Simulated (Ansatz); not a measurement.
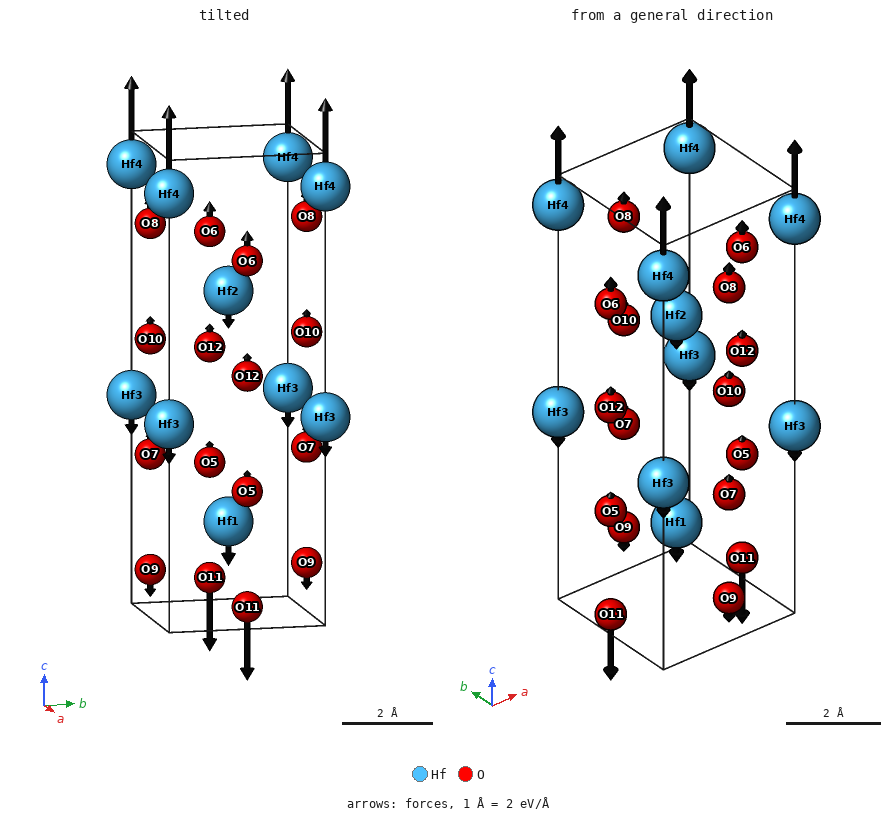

A spheres-only picture of a crystal structure, seen slightly off an axis and from a general direction. The box is the simulation cell; atoms on or close to its faces, edges and corners are drawn wherever they repeat. The arrows are the computed forces on the atoms.

System: HfO2. Calculation details: Ansatz, DFT PBE, scalar-relativistic, plane waves, PAW; plane waves to 420 eV, k-points on a 6×6×2 grid, Gaussian smearing of 0.05 eV, no spin polarisation.

Question: Are the forces small enough to call this converged?

Answer: No. The atoms still feel forces of up to about 3 eV/Å, far above a usual threshold of 0.01 to 0.03 eV/Å.

The structure comes from a structure listed in the Materials Project. The cell was then strained or its atoms displaced on purpose. It went into a calculation with Ansatz.
